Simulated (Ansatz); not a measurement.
**Geometry relaxation of SnO2**

The run: geometry relaxation of SnO2 (6 atoms in the cell). Method and program: DFT r2SCAN, scalar-relativistic, plane waves, PAW, no spin polarisation (Ansatz 0.2.0).

The structure derives from a Materials Project entry.

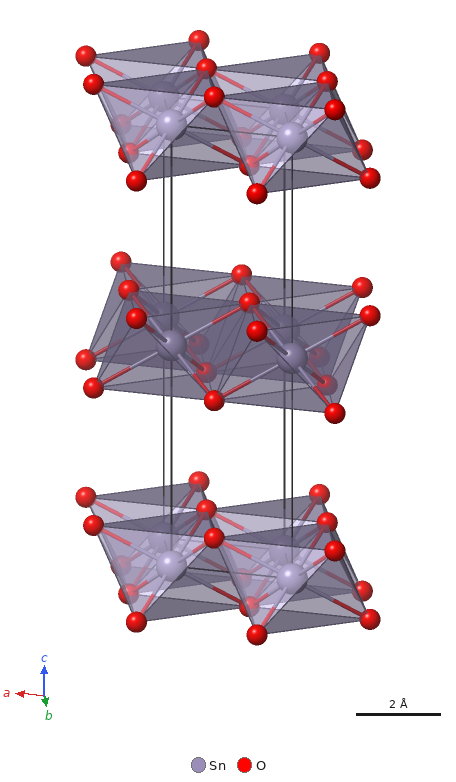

Fig. 1: The starting structure (polyhedral view of the cell of the calculation, seen at an oblique angle; polyhedra are completed across the faces of the cell). An atom can appear more than once, as a periodic image.

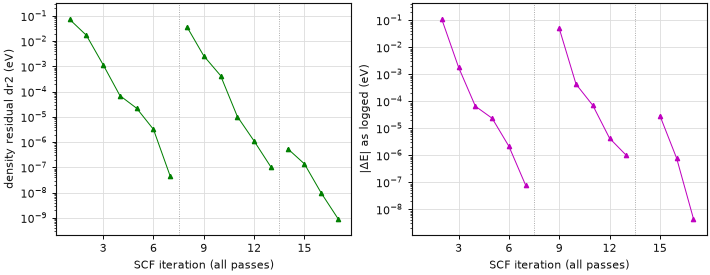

Fig. 2: Convergence of the self-consistent field: density residual dr2 and size of the energy change against the SCF iteration. The dotted lines part the SCF passes of the relaxation: geometry steps, rejected trials and re-solves on a re-selected basis. The passes take 7, 6 and 4 iterations.

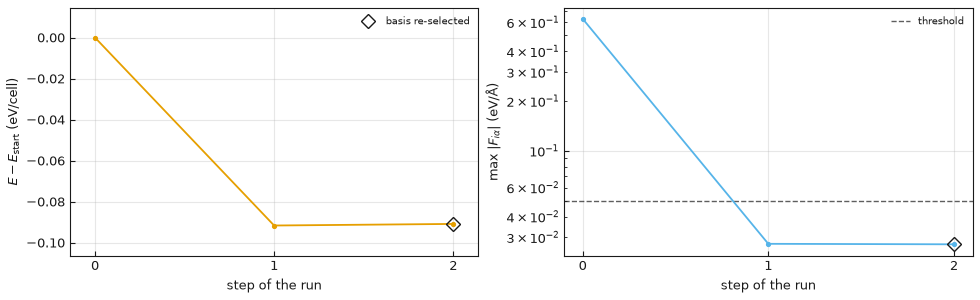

Fig. 3: Progress of the relaxation, step by step (the first geometry is step 0 here and step 1 in the log).

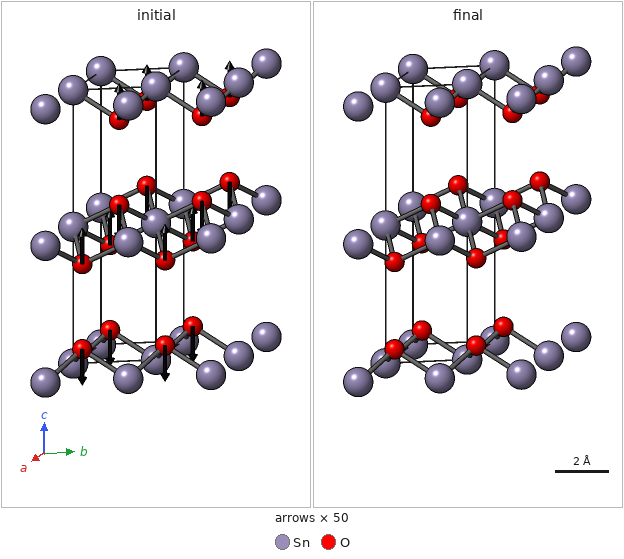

Fig. 4: Before (left) and after (right) the relaxation, at one scale (ball-and-stick view of the cell of the calculation, repeated 2 × 2 × 1, seen slightly off an axis). The black arrows give the displacements (without the part carried along by the change of the cell), magnified 50 times. The energy falls by 91.6 meV per cell of the calculation in 1 geometry step. Largest force component: 0.63 eV/Å at the start, 0.027 eV/Å at the end. Pressure: −6.09 GPa at the start and 0.26 GPa at the end. The largest moves relative to the cell, 0.029 Å, are those of O3, O4, O5 and O6. Sn stays in place. The volume changes by −2.1 %, with a = b 3.231 → 3.184 Å (−1.4 %), c 10.791 → 10.877 Å (+0.8 %). Among the contacts that change: Sn1–O3 2.124 → 2.090 Å. The space group stays P6_3/mmc (No. 194). A last SCF at the same geometry on a re-selected plane-wave basis shifts the energy by +0.8 meV per cell of the calculation. (Atoms are counted from 1 in the order of the input.)

The input that produced these results follows, with the program's output.

**Input**
```yaml
crystal:
  lattice:
    - [3.2305756168, 0.0, 0.0]
    - [-1.6152878084, 2.797760553, 0.0]
    - [0.0, 0.0, 10.790562]
  atoms:
    - { symbol: Sn, position: [0.0, 0.0, 0.5] }
    - { symbol: Sn, position: [0.0, 0.0, 0.0] }
    - { symbol: O, position: [0.66666667, 0.33333333, 0.405862] }
    - { symbol: O, position: [0.66666667, 0.33333333, 0.094138] }
    - { symbol: O, position: [0.33333333, 0.66666667, 0.594138] }
    - { symbol: O, position: [0.33333333, 0.66666667, 0.905862] }
basis:
  ecutwfc: 500
kpoints:
  mp_grid: { grid: [6, 6, 2] }
hamiltonian:
  xc: r2scan
scf:
  occupations: { method: gaussian, width: 0.1 }
output:
  forces: true
  stress: true
  eigenvalues: true
relax:
  adjacent_minimum: "off"
  f_tol: 0.05
  max_steps: 80
  cell: { stress_tol: 0.5 }
```

Command:
```bash
ansatz run input.yaml --threads 1 --pin off --max-ram 2560MiB --backend cpu --events-out ev --progress --plain --runs-dir out
```

**What the program printed**
```
Engine: ansatz 0.2.0, aarch64-unknown-linux-gnu
Pseudopotentials: kind: paw
Pseudopotential: Sn, paw, valence charge 14, recommended cutoff 500 eV (meta_gga), Sn.paw.azcp
Pseudopotential: O, paw, valence charge 6, recommended cutoff 500 eV (meta_gga), O.paw.azcp
Functional definition: r2SCAN
  parameter k0 = 0.174
  parameter k1 = 0.065
  parameter a1 = 4.9479
  exchange = r2scan_x(k0 = k0, k1 = k1, a1 = a1)
  correlation = r2scan_c
Crystal: 6 atoms, lattice volume = 97.529 Å³
Basis set: ecut = 500 eV, 2445 PW (Γ), exchange–correlation on 96×96×320 points (64 copies of the dense FFT grid, shifted against one another)
Bands: 32, of which v1, the nominal top of the filled ones, is band 26 counted from 1 (25 counted from 0)
Symmetry: 24 space group operations
Space group: P63/mmc (ITA 194), of the structure as read, at distance tolerance 4.6e-5 Å
k-points: 14 of 72
Non-local potential: Sn, projectors of the file, l = 0: 2, l = 1: 2, l = 2: 2, l = 3: 2
Non-local potential: O, projectors of the file, l = 0: 2, l = 1: 2, l = 2: 1
PAW form: soft (Blöchl's): semilocal exchange-correlation on the pseudo side does not see the compensation charge
PAW frozen core: Sn, regenerated for the run's functional (the file was generated under x = pbe(κ = 0.804, μ = 0.2195149727645171), c = pbe(β = 0.06672455060314922))
PAW frozen core: O, regenerated for the run's functional (the file was generated under x = pbe(κ = 0.804, μ = 0.2195149727645171), c = pbe(β = 0.06672455060314922))
PAW one-centre angular grid: Sn, 590 points (default); XC on 249 of its mesh's 2787 points in the sphere
PAW one-centre angular grid: O, 302 points (default); XC on 160 Gauss nodes
Initial density: superposition of atomic densities (neutral atoms: chi_scale 0, normalization atom), corrected by the library's trained network
Initial wavefunctions: pseudopotential atomic-orbital guess
Functional: x = r2scan, c = r2scan; τ floored in thin density (d = 2e-4 eV/Å³)
SCF iter   1: F=—  HF=-14350.810161 eV  |F-HF|=—  |Δ(HF+E_count)|=         —  Δρ=9.23e-3  dr2=7.38e-2  dr2_τ=2.23e-1  ethr=1.77e-3  ⟨swp⟩=6.2  Hψ=1996  notcnv=0
preconditioner: auto → Resta (q_TF=auto, 2.457 Å⁻¹)  ε∞=2.9  [insulator: Δε(μ)=2.709 eV  Ē_g=19.673 eV  σ=0.100 eV  W_gap=1.00  n_scr=26 (ndim 8)  ℏωp=27.1 eV  f_vac=0.255  D(μ)=0.00/eV (n_scr^D=0)  ε∞_Penn≈2.9]
SCF iter   2: F=—  HF=-14350.918625 eV  |F-HF|=—  |Δ(HF+E_count)|=   1.08e-1  Δρ=5.23e-3  dr2=1.72e-2  dr2_τ=1.34e-3  ethr=1.42e-4  ⟨swp⟩=2.0  Hψ=842  notcnv=0  defer=26
SCF iter   3: F=—  HF=-14350.916824 eV  |F-HF|=—  |Δ(HF+E_count)|=   1.80e-3  Δρ=1.03e-3  dr2=1.17e-3  dr2_τ=1.58e-4  ethr=3.30e-5  ⟨swp⟩=2.5  Hψ=577  notcnv=0  defer=26
SCF iter   4: F=—  HF=-14350.916758 eV  |F-HF|=—  |Δ(HF+E_count)|=   6.56e-5  Δρ=2.91e-4  dr2=6.99e-5  dr2_τ=5.39e-6  ethr=2.24e-6  ⟨swp⟩=2.1  Hψ=610  notcnv=0  defer=26
SCF iter   5: F=—  HF=-14350.916782 eV  |F-HF|=—  |Δ(HF+E_count)|=   2.35e-5  Δρ=1.24e-4  dr2=2.20e-5  dr2_τ=1.03e-6  ethr=1.34e-7  ⟨swp⟩=2.1  Hψ=659  notcnv=0  defer=26
SCF iter   6: F=—  HF=-14350.916780 eV  |F-HF|=—  |Δ(HF+E_count)|=   2.15e-6  Δρ=4.95e-5  dr2=3.21e-6  dr2_τ=7.76e-8  ethr=4.24e-8  ⟨swp⟩=2.9  Hψ=757  notcnv=0  defer=26
SCF iter   7: F=-14350.916780 eV  HF=-14350.916779 eV  |F-HF|=4.71e-8  |Δ(HF+E_count)|=   7.71e-8  Δρ=5.82e-6  dr2=4.44e-8  dr2_τ=1.75e-9  ethr=1.92e-10  ⟨swp⟩=10.1  Hψ=2475  notcnv=0
SCF 1 converged in 7 iterations: F = -14350.916780 eV  dr2 = 4.44e-8
  greatest PAW one-centre occupation: 0.995 electrons in one spin orbital (limit 2), on the Sn atom at site 1 (counted from 0), in its partial waves of l = 2
relax step   1: F+E_penalty+E_count = -14350.91677954 eV  Δ(F+E_penalty+E_count) = +0.000e0 eV  max|allowed force component| = 6.307e-1 eV/Å  Δτ_max = 0.0000 Å  P = -6.094 GPa  Ω = 97.529 Å³  (7 SCF iters, dr2 threshold 1.00e-7 eV, accepted)
Crystal: 6 atoms, lattice volume = 95.492 Å³
Basis set: ecut = 500 eV, 2409 PW (Γ), exchange–correlation on 96×96×320 points (64 copies of the dense FFT grid, shifted against one another)
Initial density: handed on by an earlier stage of this run
Initial wavefunctions: those handed on with the density
iter 1 solved again at ethr=6.92e-5 eV; its pass at ethr=3.10e-3 eV (dr2=3.60e-2 eV) is discarded
SCF iter   1: F=—  HF=-14350.957844 eV  |F-HF|=—  |Δ(HF+E_count)|=         —  Δρ=7.92e-3  dr2=3.69e-2  dr2_τ=1.78e-1  ethr=6.92e-5  ⟨swp⟩=1.4  Hψ=2329  notcnv=0
preconditioner: auto → Resta (q_TF=auto, 2.465 Å⁻¹)  ε∞=2.9  [insulator: Δε(μ)=3.058 eV  Ē_g=20.041 eV  σ=0.100 eV  W_gap=1.00  n_scr=26 (ndim 8)  ℏωp=27.4 eV  f_vac=0.263  D(μ)=0.00/eV (n_scr^D=0)  ε∞_Penn≈2.9]
SCF iter   2: F=—  HF=-14351.007877 eV  |F-HF|=—  |Δ(HF+E_count)|=   5.00e-2  Δρ=2.31e-3  dr2=2.62e-3  dr2_τ=6.30e-4  ethr=6.92e-5  ⟨swp⟩=2.0  Hψ=756  notcnv=0
SCF iter   3: F=—  HF=-14351.008310 eV  |F-HF|=—  |Δ(HF+E_count)|=   4.32e-4  Δρ=9.56e-4  dr2=4.36e-4  dr2_τ=4.96e-5  ethr=5.04e-6  ⟨swp⟩=2.6  Hψ=752  notcnv=0
SCF iter   4: F=—  HF=-14351.008381 eV  |F-HF|=—  |Δ(HF+E_count)|=   7.08e-5  Δρ=1.06e-4  dr2=1.04e-5  dr2_τ=8.42e-7  ethr=8.38e-7  ⟨swp⟩=2.0  Hψ=613  notcnv=0
SCF iter   5: F=—  HF=-14351.008385 eV  |F-HF|=—  |Δ(HF+E_count)|=   4.29e-6  Δρ=3.34e-5  dr2=1.11e-6  dr2_τ=4.30e-8  ethr=2.00e-8  ⟨swp⟩=2.6  Hψ=811  notcnv=0
SCF iter   6: F=-14351.008386 eV  HF=-14351.008386 eV  |F-HF|=1.67e-8  |Δ(HF+E_count)|=   9.93e-7  Δρ=1.01e-5  dr2=1.04e-7  dr2_τ=9.49e-9  ethr=1.15e-9  ⟨swp⟩=7.2  Hψ=1967  notcnv=0
SCF 2 converged in 6 iterations: F = -14351.008386 eV  dr2 = 1.04e-7
  greatest PAW one-centre occupation: 0.996 electrons in one spin orbital (limit 2), on the Sn atom at site 1 (counted from 0), in its partial waves of l = 2
relax step   2: F+E_penalty+E_count = -14351.00838587 eV  Δ(F+E_penalty+E_count) = -9.161e-2 eV  max|allowed force component| = 2.738e-2 eV/Å  Δτ_max = 0.0287 Å  P = +0.255 GPa  Ω = 95.492 Å³  energy of the carried Pulay correction = +6.945e-4 eV  (6 SCF iters, dr2 threshold 6.00e-7 eV, accepted)
Initial wavefunctions: pseudopotential atomic-orbital guess (no wavefunctions were taken with the density)
iter 1 solved again at ethr=8.55e-8 eV; its pass at ethr=3.10e-3 eV (dr2=4.44e-5 eV) is discarded
SCF iter   1: F=—  HF=-14351.007585 eV  |F-HF|=—  |Δ(HF+E_count)|=         —  Δρ=7.89e-5  dr2=5.53e-7  dr2_τ=1.77e-6  ethr=8.55e-8  ⟨swp⟩=4.1  Hψ=3365  notcnv=0
preconditioner: auto → Resta (q_TF=auto, 2.465 Å⁻¹)  ε∞=2.9  [insulator: Δε(μ)=3.012 eV  Ē_g=20.018 eV  σ=0.100 eV  W_gap=1.00  n_scr=26 (ndim 8)  ℏωp=27.4 eV  f_vac=0.265  D(μ)=0.00/eV (n_scr^D=0)  ε∞_Penn≈2.9]
SCF iter   2: F=—  HF=-14351.007614 eV  |F-HF|=—  |Δ(HF+E_count)|=   2.96e-5  Δρ=4.05e-5  dr2=1.38e-7  dr2_τ=4.79e-7  ethr=1.06e-9  ⟨swp⟩=2.1  Hψ=668  notcnv=0
SCF iter   3: F=—  HF=-14351.007613 eV  |F-HF|=—  |Δ(HF+E_count)|=   7.76e-7  Δρ=4.07e-6  dr2=9.70e-9  dr2_τ=3.14e-9  ethr=2.65e-10  ⟨swp⟩=2.0  Hψ=672  notcnv=0
SCF iter   4: F=-14351.007613 eV  HF=-14351.007613 eV  |F-HF|=2.66e-10  |Δ(HF+E_count)|=   4.53e-9  Δρ=8.48e-7  dr2=9.35e-10  dr2_τ=9.22e-11  ethr=1.15e-11  ⟨swp⟩=7.0  Hψ=2019  notcnv=0
SCF 3 converged in 4 iterations: F = -14351.007613 eV  dr2 = 9.35e-10
relax step   3: F+E_penalty+E_count = -14351.00761345 eV  Δ(F+E_penalty+E_count) = +7.724e-4 eV  max|allowed force component| = 2.720e-2 eV/Å  Δτ_max = 0.0000 Å  P = +0.262 GPa  Ω = 95.492 Å³  stress off target by 4.07e-1 GPa  SCF on the basis re-selected at this cell (its energy is not comparable with the rows above)  (4 SCF iters)
basis re-selected at this cell: Δ(F+E_penalty+E_count) = +7.724e-4 eV, ΔP = +0.007 GPa vs the last step (what re-selecting the basis moved, of the pressure what is left beyond the Pulay correction that the steps carried, after the strain that the cell walked since its last selection, with what the two solves' SCF thresholds leave and, on support functions, any second-order correction that the steps lacked; it is no measure of the basis error at this ecutwfc). This SCF's stress stands 4.07e-1 GPa from its target on what of the cell is left free (relax.cell.stress_tol is 5.00e-1 GPa) and its largest allowed force component is 2.72e-2 eV/Å (relax.f_tol is 5.00e-2 eV/Å): within both
SCF converged after 4 iterations
Free energy (F): -14351.007613 eV
Harris-Foulkes:  -14351.007613 eV  (|F-HF|=2.66e-10)
Internal energy: -14351.007613 eV  (E = F + TS)
E sigma→0 (E₀):  -14351.007613 eV
Fermi energy:    5.805849 eV
--- Per-component energies (eV) ---
  E_band       = -376.935861
  E_kinetic    = 1083.206305
  E_local      = -5097.979947  (includes V_loc(G=0)·N_el)
  E_nonlocal   = 130.342681
  E_hartree    = 2501.811130
  E_xc         = -1036.284889
  E_vxc        = -624.274294  (∫ρ·V_xc dr)
  E_paw        = -8982.526563  (= ΣΔE_a)
  E_vpaw       = -912.126920  (= ΣTr[D̂ρ^β])
  E_aug_tail   = 0.004101  (compensation charges beyond the density's cutoff)
  E_vtau       = 40.271338  (kinetic-family band-sum trace: ∫τ·v_τ [+ j·A + Jᵃ·Aᵃ] dr)
  E_ewald      = -2950.923308
  E_core_change = 1.342876  (= ΣΔE_core)
  E_smearing   = -0.000000  (= −TS)
  E_closure    = -0.000000  (closes the sum)
  Σ components = -14351.007613   (vs F -14351.007613, Δ=0.00e0)
--- Forces (eV/Å), atoms counted from 1 ---
  atom   1  Sn    -0.00000000     0.00000000     0.00000000
  atom   2  Sn     0.00000000     0.00000000     0.00000000
  atom   3  O      0.00000000    -0.00000000     0.02719926
  atom   4  O      0.00000000    -0.00000000    -0.02719926
  atom   5  O      0.00000000     0.00000000    -0.02719926
  atom   6  O      0.00000000     0.00000000     0.02719926
  max |Σ_I F_I| component: 3.70e-17 eV/Å
--- Stress (GPa, compression-positive) ---
        0.406551      -0.000000       0.000000
        0.000000       0.406551       0.000000
        0.000000       0.000000      -0.027348
  P = ⅓ Tr σ = 0.2619 GPa (2.619 kbar)
--- Band table (eV; the first three rows and the last of 14) ---
  k-point 0: bands = ["-16.3351", "-16.3332", "-15.9750", "-15.9750", "-15.9750", "-15.9750", "-15.7370", "-15.7370", "-15.7369", "-15.7369", "-14.5841", "-14.5640", "-12.9907", "-12.9567", "0.6004", "0.8491", "2.9785", "2.9785", "2.9960", "2.9960", "3.2846", "3.4757", "3.4757", "3.4937", "3.4937", "3.8252", "7.3076", "8.0058", "10.7000", "11.1099", "15.0287", "15.0514"]
  k-point 1: bands = ["-16.3341", "-16.3341", "-15.9750", "-15.9750", "-15.9750", "-15.9750", "-15.7369", "-15.7369", "-15.7369", "-15.7369", "-14.5742", "-14.5742", "-12.9735", "-12.9735", "0.7167", "0.7167", "2.9871", "2.9871", "2.9871", "2.9871", "3.4849", "3.4849", "3.4849", "3.4849", "3.5510", "3.5510", "7.6531", "7.6531", "10.9171", "10.9171", "15.0489", "15.0489"]
  k-point 2: bands = ["-16.3338", "-16.3321", "-16.1296", "-16.1285", "-15.9145", "-15.9144", "-15.7899", "-15.7897", "-15.7369", "-15.7369", "-14.4300", "-14.4100", "-12.4900", "-12.4589", "0.0790", "0.1804", "1.7878", "1.9553", "2.3823", "2.3998", "2.8815", "3.1140", "3.6890", "3.7108", "3.7439", "4.1164", "8.6300", "9.1046", "11.4920", "12.0790", "14.3454", "15.5645"]
  k-point 13: bands = ["-16.5984", "-16.5984", "-16.5960", "-16.5960", "-15.7702", "-15.7702", "-15.7701", "-15.7701", "-15.7317", "-15.7317", "-12.1905", "-12.1905", "-12.1718", "-12.1718", "-2.1864", "-2.1864", "0.5392", "0.5392", "0.5642", "0.5642", "1.5687", "1.5687", "3.9523", "3.9523", "4.1367", "4.1367", "11.6609", "11.6609", "15.0032", "15.0032", "15.7285", "15.7285"]
--- Relaxed structure (2 steps of the walk, 2 accepted, 1 SCFs on fresh bases) ---
  F+E_penalty+E_count = -14351.00761345 eV   max|allowed force component| = 2.720e-2 eV/Å   (the final SCF, on the basis selected at the relaxed cell)
  cell:  # Å, volume = 95.4921 Å³
    - [3.183892969031741, 0.0, 0.0]
    - [-1.5919464845158704, 2.7573321941121485, 0.0]
    - [0.0, 0.0, 10.87726763691367]
  atoms:
    - { symbol: Sn, position: [-2.3546213919919493e-34, -1.5297393182110736e-34, 0.5] }
    - { symbol: Sn, position: [-2.3546213919919493e-34, -1.5297393182110736e-34, -1.9038167558029433e-34] }
    - { symbol: O, position: [0.6666666666666666, 0.3333333333333333, 0.4085261131424898] }
    - { symbol: O, position: [0.6666666666666666, 0.3333333333333333, 0.09147388685751039] }
    - { symbol: O, position: [0.3333333333333333, 0.6666666666666666, 0.5914738868575105] }
    - { symbol: O, position: [0.3333333333333333, 0.6666666666666666, 0.9085261131424895] }
```

**Trajectory as extended XYZ (Å, eV, eV/Å), 3 frames, from step=1 to step=3**
```
6
Lattice="3.2306 0.0000 0.0000 -1.6153 2.7978 0.0000 0.0000 0.0000 10.7906" Properties=species:S:1:pos:R:3:forces:R:3 step=1 energy=-14350.91678 pressure_GPa=-6.09
Sn    0.0000    0.0000    5.3953    0.0000   0.0000   0.0000
Sn    0.0000    0.0000    0.0000    0.0000   0.0000   0.0000
O     1.6153    0.9326    4.3795    0.0000   0.0000   0.6307
O     1.6153    0.9326    1.0158    0.0000   0.0000  -0.6307
O     0.0000    1.8652    6.4111    0.0000   0.0000  -0.6307
O     0.0000    1.8652    9.7748    0.0000   0.0000   0.6307
6
Lattice="3.1839 0.0000 0.0000 -1.5919 2.7573 0.0000 0.0000 0.0000 10.8773" Properties=species:S:1:pos:R:3:forces:R:3 step=2 energy=-14351.00839 pressure_GPa=0.25
Sn    0.0000    0.0000    5.4386    0.0000   0.0000   0.0000
Sn    0.0000    0.0000    0.0000    0.0000   0.0000   0.0000
O     1.5919    0.9191    4.4436    0.0000   0.0000   0.0274
O     1.5919    0.9191    0.9950    0.0000   0.0000  -0.0274
O     0.0000    1.8382    6.4336    0.0000   0.0000  -0.0274
O     0.0000    1.8382    9.8823    0.0000   0.0000   0.0274
6
Lattice="3.1839 0.0000 0.0000 -1.5919 2.7573 0.0000 0.0000 0.0000 10.8773" Properties=species:S:1:pos:R:3:forces:R:3 step=3 energy=-14351.00761 pressure_GPa=0.26
Sn    0.0000    0.0000    5.4386    0.0000   0.0000   0.0000
Sn    0.0000    0.0000    0.0000    0.0000   0.0000   0.0000
O     1.5919    0.9191    4.4436    0.0000   0.0000   0.0272
O     1.5919    0.9191    0.9950    0.0000   0.0000  -0.0272
O     0.0000    1.8382    6.4336    0.0000   0.0000  -0.0272
O     0.0000    1.8382    9.8823    0.0000   0.0000   0.0272
```

**Summary**

- outcome: converged
- space group (tolerance 0.01 Å): P6₃/mmc (194)
- electrons treated: 52
- free energy: −14351.0076 eV
- Fermi energy: 5.806 eV
- gap on the k-point mesh: 3.01 eV
- pressure: 0.26 GPa
- final volume: 95.49 Å³
- largest force (length of the vector) at the end: 0.027 eV/Å
- final cell: a = 3.184 Å, b = 3.184 Å, c = 10.877 Å, α = 90.00°, β = 90.00°, γ = 120.00°
- hardware: 1 thread of Arm Neoverse V1, 24 GiB of memory available, shared host
- wall time: 23 s
- peak memory: 0.56 GiB
